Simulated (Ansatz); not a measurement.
# Be_K in KCl (Fm-3m): charge-transition levels and formation energies

Wanted: the transition levels of a substitutional impurity in KCl (Fm-3m), from a cell of 54 host atoms with 1 K taken out and 1 Be put in.

Main program and level: Ansatz 0.2.0; place-levels on PBEsol runs: charge-transition levels and formation energies with image-charge correction and potential alignment at the atomic sites.

## (1) The starting structure

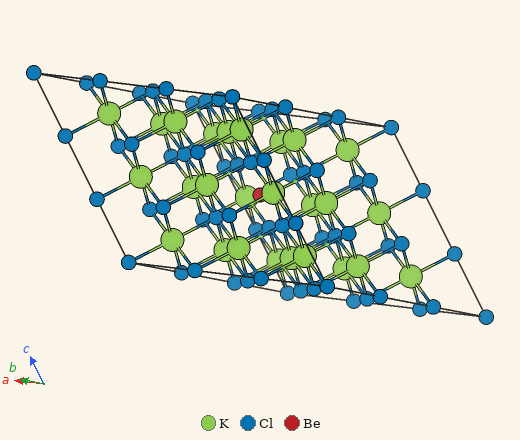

The cell as given, from a free direction (potassium green, chlorine blue, beryllium red). Bonds to atoms that aren't drawn are left out. Some periodic images of atoms are drawn too.

The cell holds 54 atoms: 26 K, 27 Cl and 1 Be. Cell: a = 13.243 Å, b = 13.243 Å, c = 13.243 Å, α = 60.0°, β = 60.0°, γ = 60.0°. It derives from KCl (space group Fm-3m). Nearest the centre at fractional (0.667, 0.667, 0.333): Be51 at 0.00 Å, Cl28 at 3.12 Å, Cl44 at 3.12 Å, Cl32 at 3.12 Å, Cl34 at 3.12 Å, Cl46 at 3.12 Å, Cl50 at 3.12 Å, K13 at 4.41 Å.

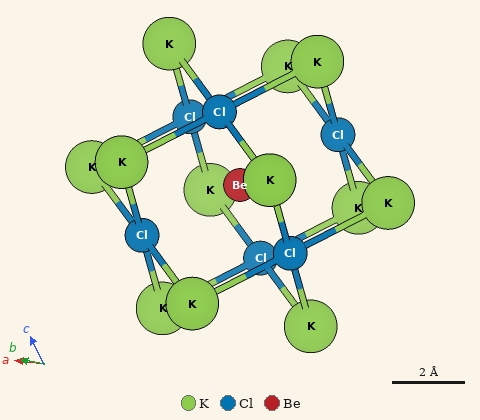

The atoms within 5 Å of the centre.

Known beforehand: the electronic dielectric constant, 2.38, and the static one, 5.25, from a response run on this crystal (DFPT, PBEsol) at that run's own cell.

The cell's shortest repeat is 13.2 Å.

## (2) Charge states

A transition level is the Fermi level at which two charge states cost the same, so each charge needs its own total energy, at its own relaxed structure.

Each atom starts 0.05 Å or so off its site in a random direction: a symmetric start keeps its symmetry, and would miss off-centre moves and Jahn–Teller distortions. Forces are taken at one point at (¼, ¼, ¼). The cell holds 1 electron fewer than the neutral one, with a uniform background that keeps it neutral on the whole.

The sampling was tested on the host first: at the k-points planned (1x1x1 shifted 0.25 0.25 0.25) its energy lies 0.001 eV an atom from the dense-mesh value, under the bound of 0.02 eV set for this test; that bounds the host's error, not the defect's.

One state's input; the others differ in charge, spin, start and seed, and in occupations where the table says so.

The input, qp1.relax/input.yaml:

```yaml
crystal:
  lattice:
    - [0.0, 9.36444517, 9.36444517]
    - [9.36444517, 0.0, 9.36444517]
    - [9.36444517, 9.36444517, 0.0]
  atoms:
    - { symbol: K, position: [0.0, 0.0, 0.0] }
    - { symbol: Cl, position: [0.16666667, 0.16666667, 0.16666667] }
[... 6 atom lines left out ...]
    - { symbol: K, position: [0.0, 0.33333333, 0.33333333] }
[... 3 atom lines left out ...]
    - { symbol: K, position: [0.0, 0.66666667, 0.0] }
[... 1 atom line left out ...]
    - { symbol: K, position: [0.0, 0.66666667, 0.33333333] }
[... 5 atom lines left out ...]
    - { symbol: K, position: [0.33333333, 0.0, 0.33333333] }
[... 6 atom lines left out ...]
    - { symbol: Cl, position: [0.5, 0.5, 0.5] }
[... 3 atom lines left out ...]
    - { symbol: Cl, position: [0.5, 0.83333333, 0.16666667] }
    - { symbol: K, position: [0.33333333, 0.66666667, 0.33333333] }
    - { symbol: Cl, position: [0.5, 0.83333333, 0.5] }
    - { symbol: K, position: [0.33333333, 0.66666667, 0.66666667] }
[... 1 atom line left out ...]
    - { symbol: K, position: [0.66666667, 0.0, 0.0] }
[... 1 atom line left out ...]
    - { symbol: K, position: [0.66666667, 0.0, 0.33333333] }
[... 4 atom lines left out ...]
    - { symbol: Cl, position: [0.83333333, 0.5, 0.16666667] }
    - { symbol: K, position: [0.66666667, 0.33333333, 0.33333333] }
    - { symbol: Cl, position: [0.83333333, 0.5, 0.5] }
    - { symbol: K, position: [0.66666667, 0.33333333, 0.66666667] }
[... 1 atom line left out ...]
    - { symbol: K, position: [0.66666667, 0.66666667, 0.0] }
    - { symbol: Cl, position: [0.83333333, 0.83333333, 0.16666667] }
    - { symbol: Be, position: [0.66666667, 0.66666667, 0.33333333] }
[... 1 atom line left out ...]
    - { symbol: K, position: [0.66666667, 0.66666667, 0.66666667] }
    - { symbol: Cl, position: [0.83333333, 0.83333333, 0.83333333] }
  host:
    repeats: [3, 3, 3]
    atoms:
      - { symbol: K, position: [0.0, 0.0, 0.0] }
      - { symbol: Cl, position: [0.5, 0.5, 0.5] }
total_charge: 1
basis:
  ecutwfc: 420
  xc_grid: 2
hamiltonian:
  xc: pbesol
kpoints:
  mp_grid: { grid: [1, 1, 1], shift: [0.25, 0.25, 0.25] }
scf:
  occupations: { method: fixed }
  max_iter: 100
output:
  forces: true
  charged_corrections:
    epsilon: 2.38
    static_epsilon: 5.25
    defect_position: [0.666667, 0.666667, 0.333333]
relax:
  f_tol: 0.02
  max_steps: 80
  random_displacement: { amplitude: 0.05, seed: 7317 }
checkpoint:
  write: "../qp1.relax.run"
  compress: false
  write_wavefunctions: true
  write_every: 100000
```

Command:

```sh
ansatz run input.yaml --threads 4 --pin off --max-ram 7536MiB --backend cpu --events-out ev --progress --plain --runs-dir out
```

Defect states can disperse in a cell of this size, so the energy is taken again at a 2×2×2 shifted mesh, on the relaxed structure.

The run of this state that the levels use, under PBEsol:

The input, qp1.point/input.yaml:

```yaml
crystal:
  checkpoint: "../qp1.relax.run"
  host: checkpoint
total_charge: 1
basis:
  ecutwfc: 420
  xc_grid: 2
hamiltonian:
  xc: pbesol
kpoints:
  mp_grid: { grid: [2, 2, 2], shift: [0.5, 0.5, 0.5] }
scf:
  occupations: { method: fermi_dirac, width: 0.01 }
  max_iter: 100
output:
  forces: true
  eigenvalues: true
  charged_corrections:
    epsilon: 2.38
    static_epsilon: 5.25
    defect_position: [0.666667, 0.666667, 0.333333]
  eigenstates: { localisation: true }
  populations: true
  band_densities: [{ bands: [v1, v1] }, { bands: [c1, c1] }]
  write_density: true
  write_potential: true
  volumetric_format: npy
checkpoint:
  read: "../qp1.relax.run"
  write: "../qp1.point.run"
  compress: false
  write_wavefunctions: false
  write_every: 100000
```

Relaxations under PBEsol at one point at (¼, ¼, ¼); times on 4 threads of Arm Neoverse V1, shared host:

| charge | moment (μB) | occupations | outcome | steps | largest displacement against the far atoms (Å) | time |
| --- | --- | --- | --- | --- | --- | --- |
| 0 | 1 | fixed | converged | 13 | 0.95 | 7.6 min |
| +1 | 0 | fixed | converged | 13 | 1.32 | 3.2 min |

Single points under PBEsol at a 2×2×2 shifted mesh; times on 4 threads of Arm Neoverse V1, shared host:

| charge | moment (μB) | occupations | outcome | time |
| --- | --- | --- | --- | --- |
| 0 | 1 | fermi-dirac | converged | 5.4 min |
| +1 | 0 | fermi-dirac | converged | 2.2 min |

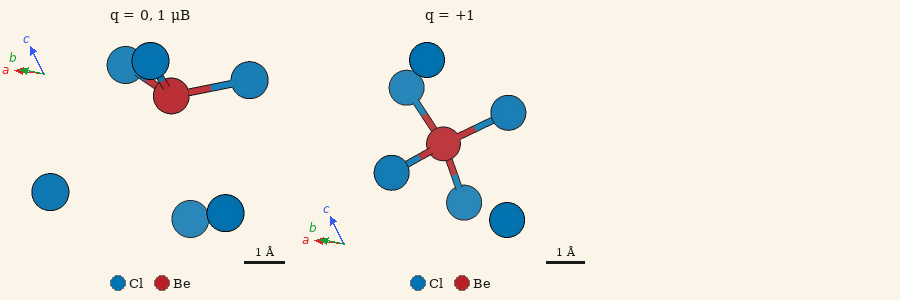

The structures near the centre after relaxation with PBEsol, by charge. Bonds to atoms that aren't drawn are left out.

Distances (Å) from Be51 to the nearest atoms after relaxation with PBEsol:

| charge | moment (μB) | 1. | 2. | 3. | 4. | 5. | 6. |
| --- | --- | --- | --- | --- | --- | --- | --- |
| 0 | 1 | Cl 2.08 | Cl 2.08 | Cl 2.08 | K 3.80 | K 3.80 | K 3.81 |
| +1 | 0 | Cl 2.03 | Cl 2.03 | Cl 2.09 | Cl 2.09 | K 3.71 | K 4.00 |

## (3) Levels against the band edges, PBEsol

A charged cell interacts with its images and the background, and its potential has another zero than the host's. place-levels removes the first by a point-charge model, screened by the static dielectric constant since the ions have relaxed around the charge, and the second by comparing potentials at atoms far from the defect.

The host is a run of the defect-free crystal in the same cutoffs, grids and k-points, so that basis and sampling errors cancel in part in the differences. The host is run in a cell of 2 atoms on a matching mesh. Its band edges are searched through the zone by a band path, so the gap is smaller than, or equal to, that on the mesh. Chemical potentials are energies per atom of K (bcc) and Be (hcp), run with the same functional and cutoff.

The input, levels.point.yaml:

```yaml
host:
  run: host.point.run
states: [q0_M1.point.run, qp1.point.run]
geometry_from:
  q0_M1.point.run: q0_M1.relax.run
  qp1.point.run: qp1.relax.run
chemical_potentials:
  K:
    energy: -1516.029766
    dataset: <sha256 of the dataset>
  Be:
    energy: -90.352386
    dataset: <sha256 of the dataset>
epsilon: 2.38
static_epsilon: 5.25
vertical:
  - { from: qp1.point.run, to: qp1.point_neutral.run }
```

Command:

```sh
ansatz place-levels levels.point.yaml -- --threads 4 --pin off --max-ram 7536MiB
```

Numbers of over 12 decimals in the logs are rounded to 6 here.

Log:

```text
[... repeated set-up lines and file paths are left out, and long positions are rounded to six places ...]
(+1/0) 4.911 eV above the valence edge, 0.192 eV under the conduction edge
formation energy of charge +1: -0.287 eV with the Fermi level at the valence edge
formation energy of charge 0: +4.624 eV with the Fermi level at the valence edge
vertical +1 to 0: no energy, since no alignment is typed
  the change from vertical[0].from (qp1.point.run) to vertical[0].to (qp1.point_neutral.run): by its potential at epsilon 2.38 it stands at 0.796 0.537 0.333, with an rms radius of about 6.5 Å (3.6 3.6 4.0 Å across the planes of the cell's vectors); [...]
  edges by pbesol, gap 5.103 eV; the host is sampled to repeats of 26.49 Å
  the defect's cells are sampled to repeats of 26.49 Å, like sampling
  charge +1: -68255.5689 eV with its correction of +0.187 eV, at epsilon 5.25, aligned at sites: -0.1486 eV, mean over 21 atomic sites at or beyond 6.62 Å from the defect at [0.6667, 0.6667, 0.3333], with +0.000000 for the charge's moments and without [...]
  charge 0: +0.000 eV for its dipole among its images, +0.089 omitted
  of states[1] (qp1.point.run): it parts from the run at its places by a charge that spreads by about 4 Å along one vector (1.9 Å or more is wide), by its potential at epsilon 2.38, taken for that of held ions (one typed too small widens it), where the cell [...]
  of states[0] (q0_M1.point.run): its alignment with the host at atomic sites is doubtful: the cell is too small to show whether the defect's potential has decayed: take a larger one; [...]
  of vertical[0].from (qp1.point.run): it parts from the run at its places by a charge that spreads by about 4 Å along one vector (1.9 Å or more is wide), by its potential at epsilon 2.38, taken for that of held ions (one typed too small widens it), where the [...]
  of vertical[0].to (qp1.point_neutral.run): its moments are held at its close (magnetization.spin_locking), by a field of 0.104 eV a Bohr magneton, and its energy and levels are of the state that this holds: a run that lets them go can end lower
```

It took 0.22 s on 4 threads of Arm Neoverse V1, shared host.

Levels between the charges placed, in eV above the valence top:

|  | gap (eV) | (+1/0) |
| --- | --- | --- |
| PBEsol | 5.10 | 4.91 |

Corrections by state:

| charge | moment (μB) | image terms and alignment (eV) | band filling (eV) | ε used | over the lowest of its charge, as the program ranks them, band filling apart (eV) |
| --- | --- | --- | --- | --- | --- |
| +1 | 0.0 | 0.187 | - | 5.25 | 0.000 |
| 0 | 1.0 | 0.000 | - | - | 0.000 |

The charged structures listed were also run neutral, and place-levels reads from each pair, by the potential or the spins, how wide the charge is by which they differ; that can be the carrier of either run.

| charge | rms radius (Å) | spread where it is widest against the cell (Å) | wide from (Å) | reading |
| --- | --- | --- | --- | --- |
| +1 | 6.5 | 4.03 | 1.87 | wide |

The neutral runs of these pairs need not share the spin of the lowest neutral state, and very wide values only mean spread over the cell.

From the program's caveats on the states, each cut to its opening words:

- charge +1: it parts from the run at its places by a charge that spreads by about 4 Å along one vector (1.9 Å or more is wide), by its potential at epsilon 2.38, taken for [...]
- charge +1, 0 (1 μB): its alignment with the host at atomic sites is doubtful: the cell is too small to show whether the defect's potential has decayed: take a larger one
- charge 0 (1 μB): the far atoms show a dipole or second moment of the defect's charge, for which the correction takes or leaves out 0.089 eV: further moments aren't read, and [...]

The host's formation energy from the elements is -2.000 eV per atom; it sets how far the chemical potentials can move.

Limit set by the element alone; other compounds of these elements are not counted. Chemical potentials from the elements' reference states: Cl 0.00 eV, K -4.00 eV, Be 0.00 eV. Formation energies (Cl-rich), with the Fermi level at the valence top and at the conduction bottom (gap 5.10 eV):

| charge | at valence top (eV) | at conduction bottom (eV) | correction included (eV) |
| --- | --- | --- | --- |
| +1 | -4.29 | 0.82 | 0.19 |
| 0 | 0.62 | 0.62 | 0.00 |

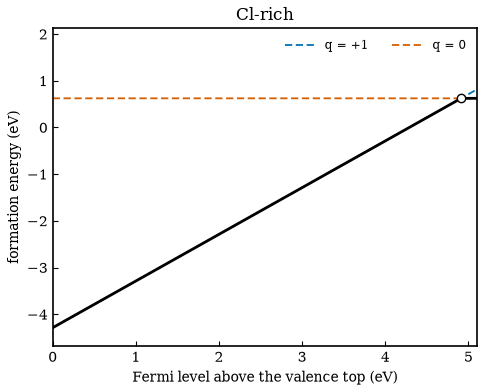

Formation energy against Fermi level; the thick line follows the lowest charge state and circles mark the transition levels.

Limit set by the element alone; other compounds of these elements are not counted. Chemical potentials from the elements' reference states: K 0.00 eV, Cl -4.00 eV, Be 0.00 eV. Formation energies (K-rich), with the Fermi level at the valence top and at the conduction bottom (gap 5.10 eV):

| charge | at valence top (eV) | at conduction bottom (eV) | correction included (eV) |
| --- | --- | --- | --- |
| +1 | -0.29 | 4.82 | 0.19 |
| 0 | 4.62 | 4.62 | 0.00 |

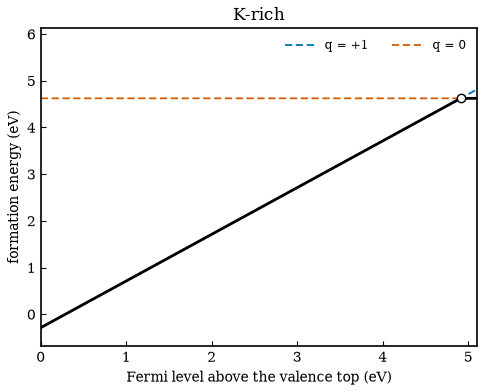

Formation energy against Fermi level; the thick line follows the lowest charge state and circles mark the transition levels.

## (4) The same at the relaxations' own k-points

The relaxations' own energies give the levels at their sampling, for comparison.

The input, levels.relax_mesh.yaml:

```yaml
host:
  run: host.relax.run
states: [q0_M1.relax.run, qp1.relax.run]
chemical_potentials:
  K:
    energy: -1516.029766
    dataset: <sha256 of the dataset>
  Be:
    energy: -90.352386
    dataset: <sha256 of the dataset>
```

Command:

```sh
ansatz place-levels levels.relax_mesh.yaml -- --threads 4 --pin off --max-ram 7536MiB
```

Log:

```text
(+1/0) 4.854 eV above the valence edge, 0.248 eV under the conduction edge
formation energy of charge +1: -0.292 eV with the Fermi level at the valence edge
formation energy of charge 0: +4.562 eV with the Fermi level at the valence edge
  edges by pbesol, gap 5.102 eV; the host is sampled to repeats of 13.24 Å
[... the lines on each state left out ...]
```

Run time: 0.09 s. Hardware: 4 threads.

Levels between neighbouring charges, in eV above the valence top:

|  | gap (eV) | (+1/0) |
| --- | --- | --- |
| one point at (¼, ¼, ¼) | 5.10 | 4.85 |
| a 2×2×2 shifted mesh | 5.10 | 4.91 |

Going from one point at (¼, ¼, ¼) to a 2×2×2 shifted mesh moves the levels that carry no band-filling term by up to 0.06 eV and formation energies against the elements by up to 0.06 eV.

## (5) Outcome

| Quantity | Value |
| --- | --- |
| gap of the host | 5.10 eV (PBEsol) |
| level (plus 1/0) | 4.91 eV above the valence top |
| lowest of the charges placed, just above the valence top (0.02 eV) | +1 |
| lowest of the charges placed, just below the conduction bottom (0.02 eV) | 0 |
| lowest formation energy at mid-gap of the charges run, Cl-rich | -1.74 eV |
| lowest formation energy at mid-gap of the charges run, K-rich | 2.26 eV |

**Reading.** Of the charges placed (0 and +1), the lowest changes at 4.91 eV (+1/0) above the valence top, in a gap of 5.10 eV. Charges above +1 and below 0 were not placed, so these runs say nothing of levels that involve them. States placed: +1 at 0 μB; 0 at 1 μB. Other spin states or structures, where not listed, weren't placed. At charge 0 and +1 the atom put in ends up to 1.0 Å from its starting place, so the name tells the start alone and the levels can join different sites. Be is taken at its element; compounds, which aren't counted here, bound the chemical potentials and would shift these formation energies. Going from one point at (¼, ¼, ¼) to a 2×2×2 shifted mesh moves the levels that carry no band-filling term by up to 0.06 eV and formation energies against the elements by up to 0.06 eV. The program doubts the alignment of potentials for at least one state, a sign that the cell is small. Keep in mind: PBEsol makes the gap too small and tends to spread out bound carriers; where a gas molecule sets a chemical potential or the host's formation energy, its binding is uncorrected.

[Logs are printed without paths, hosts, clocks, repeated set-up lines and the standing remarks that a program may print on its own settings, such as how far it seeks lower states.]

[Hosts, paths, dates, database ids (printed as entryN), source tags and the programs' standing remarks are cut or masked in the printed files.]

[Where a table of states has a column of steps, it counts the stored structures, which are thinned; the runs took as many ionic steps or more.]

[A defect's name tells the site on which it was built; relaxed atoms can leave that site.]

[For some hosts the program warned that the k-mesh of the response run may be too coarse for force constants and the static dielectric constant; such warnings are not shown here.]
